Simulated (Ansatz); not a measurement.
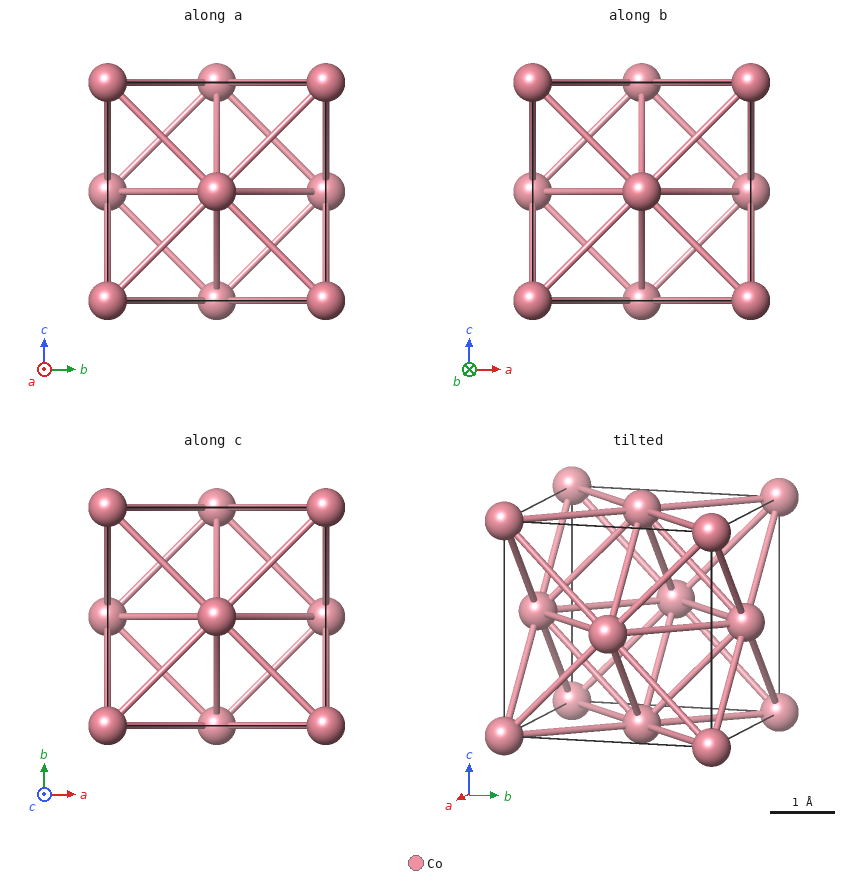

Ball-and-stick drawing of the structure, looking along the a axis, along the b axis, along the c axis and slightly off an axis. The edges of the conventional unit cell are marked.

Lattice parameters: a = 3.458 Å, b = 3.458 Å, c = 3.458 Å, α = 90.00°, β = 90.00°, γ = 90.00°.

**Record the structure as a table of Wyckoff sites.**

Space group Fm-3m (No. 225).
```json
{"atom": "Co", "site": "4a", "x": "0.0000", "y": "0.0000", "z": "0.0000"}
```

Its origin is a structure type filled with this element by a generator (whether the element takes this form wasn't checked). Earlier steps of the study may have refined or changed the cell and positions. It went into a calculation with Ansatz.
